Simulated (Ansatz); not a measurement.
## Geometry relaxation of W (part 4 of 4)

W (slab, 17 atoms in the cell); DFT PBE+D3(BJ), scalar-relativistic, plane waves, PAW, spin-polarised (Ansatz 0.2.0); cutoff 420 eV, 6×6×1 k-mesh, Gaussian smearing of 0.1 eV, collinear spins. The structure derives from an entry of the Crystallography Open Database. The input holds or restrains some coordinates. Forces given for the steps count only the free coordinates.

Geometry of the input (Å; fractional positions):
```
5.4724  0.0000  0.0000
-1.8241  5.1594  0.0000
0.0000  0.0000  25.7023
W  0.2500  0.2500  0.3307
W  0.2500  0.7500  0.3307
W  0.7500  0.2500  0.3307
W  0.7500  0.7500  0.3307
W  0.5000  0.5000  0.4176
W  0.5000  0.0000  0.4176
W  -0.0000  0.5000  0.4176
W  0.0000  0.0000  0.4176
W  0.7500  0.7500  0.5050
W  0.7500  0.2500  0.5050
W  0.2500  0.7500  0.5050
W  0.2500  0.2500  0.5050
W  0.0000  0.0000  0.5896
W  -0.0000  0.5000  0.5896
W  0.5000  0.0000  0.5896
W  0.5000  0.5000  0.5896
W  -0.0000  0.7500  0.7040
```

**Trajectory as extended XYZ, continued**
```
17
Lattice="5.4724 0.0000 0.0000 -1.8241 5.1594 0.0000 0.0000 0.0000 25.7023" Properties=species:S:1:pos:R:3:forces:R:3 step=9 energy=-176536.78076
W     0.9121    1.2899    8.5000   -0.0199  -0.0246   0.5449
W     0.0000    3.8696    8.5000   -0.0164  -0.0859   0.4663
W     3.6483    1.2899    8.5000    0.0199   0.0246   0.5449
W     2.7362    3.8696    8.5000    0.0164   0.0859   0.4663
W     1.8241    2.5797   10.7341   -0.0930   0.1065  -0.4524
W     2.7362    0.0000   10.7341    0.0930  -0.1065  -0.4524
W    -0.9121    2.5797   10.7341   -0.0621  -0.0183  -0.5545
W     0.0000    0.0000   10.7341    0.0621   0.0183  -0.5545
W     2.7345    3.8495   12.9878    0.0060   0.0108   0.0070
W     3.6346    1.2612   12.9519   -0.0043   0.0081  -0.0018
W     0.0017    3.8896   12.9878   -0.0060  -0.0108   0.0070
W     0.9257    1.3185   12.9519    0.0043  -0.0081  -0.0018
W     0.0148    0.0457   15.1506   -0.0013  -0.0008  -0.0035
W    -0.9268    2.5340   15.1506    0.0013   0.0008  -0.0035
W     2.7107   -0.0226   15.2571    0.0018  -0.0051  -0.0010
W     1.8496    2.6023   15.2571   -0.0018   0.0051  -0.0010
W    -1.3681    3.8696   17.0977    0.0000   0.0000  -0.0102
```

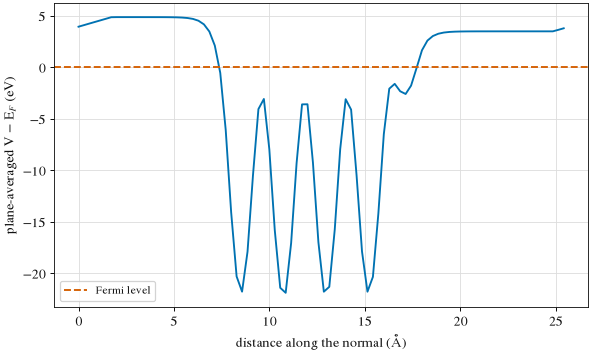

*Plane average of the electrostatic potential energy of an electron across the cell, from the Fermi level.*

The vacuum level lies 3.51 eV above the Fermi level on the upper side and 4.89 eV on the lower.

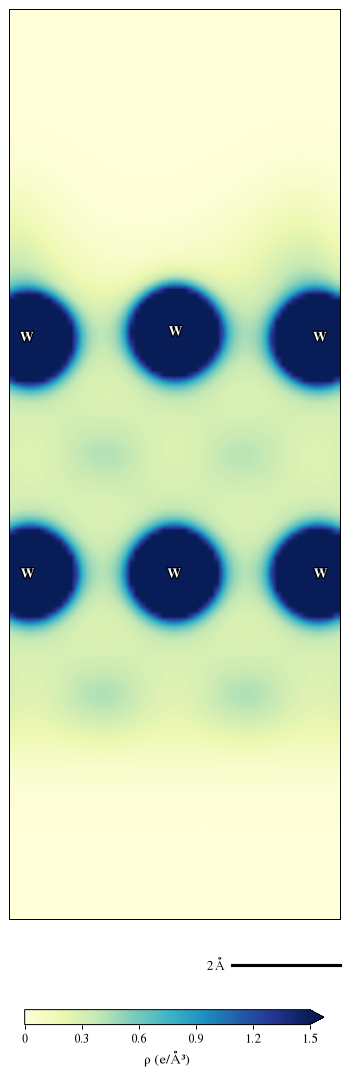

*Valence pseudo-density on the (010) plane of the calculation cell, a cut from vacuum to vacuum.*

W–W (2.70 Å): ρ is about 0.45 e/Å³ halfway. W–W (2.74 Å): ρ is about 0.42 e/Å³ halfway. The density dies away to nearly zero in the vacuum. In a PAW calculation such maps are meaningful between the atoms, not at the nuclei.

**Key numbers**

```csv
quantity,value
outcome,converged under the restraints of the input
electrons treated,238
free energy,−176536.7808 eV
"work function, top face",3.51 eV
"work function, bottom face",4.89 eV
Fermi energy,5.828 eV
gap on the k-point mesh,none (metallic)
net moment of the cell,0.00 μB
integrated absolute moment,0.00 μB
final volume,725.69 Å³
work function (upper face),3.51 eV
"largest force (length of the vector) at the end, held atoms and coordinates included",0.558 eV/Å
hardware,"4 threads of Intel Xeon @ 2.90GHz (Ice Lake), 192 GiB of memory available, shared host"
wall time,35 min (CPU time 2.1 h)
peak memory,4.2 GiB
```

**Remarks**

The electronic state found may not be the lowest one. Notes on the run: some starting moments were not kept; the exchange-correlation potential is rough where the density is thin. Spin–orbit coupling is left out, which matters for W.
